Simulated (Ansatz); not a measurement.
SiC₂

```
C Si
1.0
     2.93014    0.00000    0.00000
    -1.46507    2.53758    0.00000
     0.00000    0.00000    7.17548
C Si
4 2
Direct
  0.00000 0.00000 0.98028
  0.66667 0.33333 0.69104
  0.33333 0.66667 0.33530
  0.66667 0.33333 0.90571
  0.33333 0.66667 0.59532
  0.00000 0.00000 0.24235
```

Space group P3m1; started from the ordered alloy on diamond lattice prototype, which need not be the ambient phase.

These are results of DFT, r2SCAN, plane waves, PAW (Ansatz 0.2.0), not measurements.

The density is the valence pseudo-density of a PAW calculation; it isn't the true density close to the nuclei.

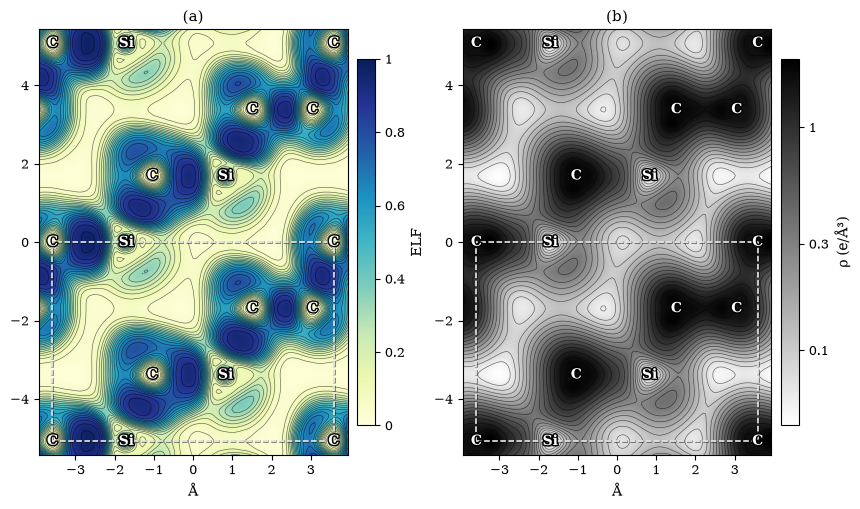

Figure 1. (a) ELF; (b) valence electron density on the (110) plane of the conventional cell.

Question: Interpret the plot.

Answer:
- The section cuts through C and Si sites.
- C–C (1.54 Å): the density is about 1.6 e/Å³ at the midpoint; the ELF peaks at about 0.95 between the atoms: a shared electron pair.
- Si–C (1.82 Å): the density is about 0.99 e/Å³ at the midpoint; the ELF peaks at about 0.95 between the atoms (localised, covalent bonding).
- Si–C (1.87 Å): the density is about 0.91 e/Å³ at the midpoint; the ELF peaks at about 0.95 between the atoms: localised, covalent bonding.
- Between the atoms the lowest density in this plane is 0.05 e/Å³.

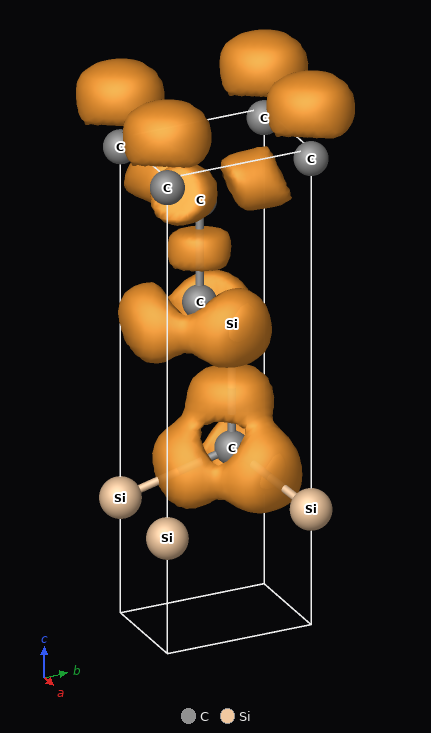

Figure 2. Isosurface of the ELF at 0.75 (orange), seen slightly off an axis. Only the valence region is drawn (cores and ρ < 0.01 e/Å³ removed). Sticks mark near contacts.

Question: Identify the bonds, lone pairs and shells in this picture.

Answer: The ELF exceeds this value in one region between bonded C–C atoms (shared pairs), one region between bonded C–Si atoms (shared pairs), two regions on C in which the atom's valence shell and bonds are merged and three regions wrapped around C (the valence shell of each), counted in one cell of 6 atoms. Any copies at cell faces, edges or corners count once.

Question: Metal or insulator at this level of theory?

Answer: It is gapped, with a Kohn–Sham gap of 1.6 eV on the k-point mesh (the band edges may lie off the mesh, which would make the gap smaller).
